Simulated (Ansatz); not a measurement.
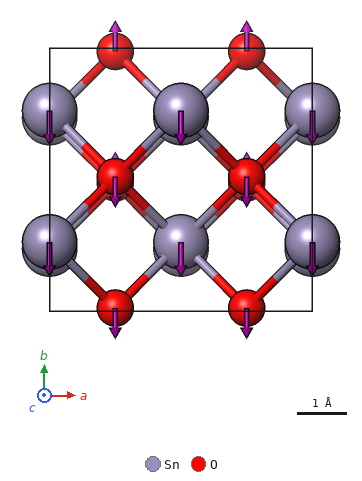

A relaxation of a crystal of SnO (built on the database_64 type). The starting structure is drawn; purple arrows show the displacements (the part carried along by the change of the cell is left out), 10 times their true length.

Style: ball-and-stick. Shown: the conventional cell (2 times the calculation's cell), along the c axis. Lengths and directions refer to the drawn axes.

Case: structure listed in a database for this formula (Cmce, No. 64).

Theory: DFT PBE, scalar-relativistic, plane waves, PAW in Ansatz 0.2.0. (plane-wave cutoff 420 eV; k-point mesh 10 × 10 × 4; occupations gaussian; smearing width 0.02 eV; no spin polarisation; cell and atoms relaxed; force threshold 0.01 eV/Å; at most 80 steps)

Describe the change and its energy.

Answer. After 4 accepted moves (6 points after the start) the energy has fallen by 1.0 meV per atom. Largest force component: 0.083 eV/Å at the start, 0.00036 eV/Å at the end. Pressure: −0.39 GPa at the start and −0.02 GPa at the end. The line search rejected the trial step at point 1 of the run. At 1 point the geometry stayed and the basis and grid were re-selected for the new cell (energy shift of 0.3 meV per atom at most each time). The largest moves relative to the cell, 0.074 Å, are those of Sn atoms. Largest moves by element: Sn 0.074 Å, O 0.066 Å. The drawn cell changes as follows: a 5.474 → 5.470 Å (−0.1 %), b 5.476 → 5.470 Å (−0.1 %), c 10.222 → 10.171 Å (−0.5 %); the volume changes by −0.7 %. Among the contacts that change: O–Sn 2.264 → 2.255 Å. The space group (tolerance 0.01 Å) goes from Cmce (No. 64) to P4/nmm (No. 129).
